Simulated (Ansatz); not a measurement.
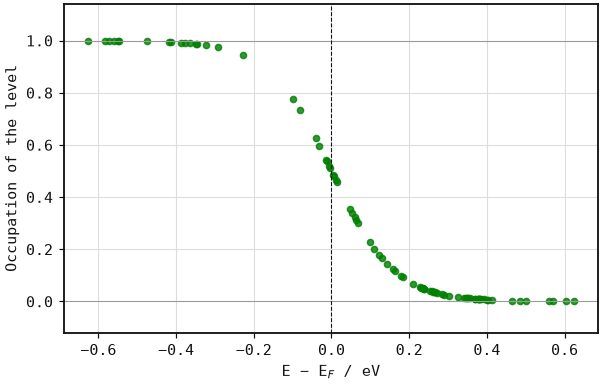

Occupations of the one-electron levels of the k mesh against their energy, from a run on Sr, space group P6_3/mmc (No. 194), 2 atoms in the cell, with Ansatz.

Which smearing scheme was used (Fermi-Dirac, Gaussian, Methfessel-Paxton or cold), and about what width?

Fermi-Dirac smearing with a width of 0.08 eV. The occupations stay between 0 and 1 and have long exponential tails; the slope at the Fermi level is 1/(4 × width).
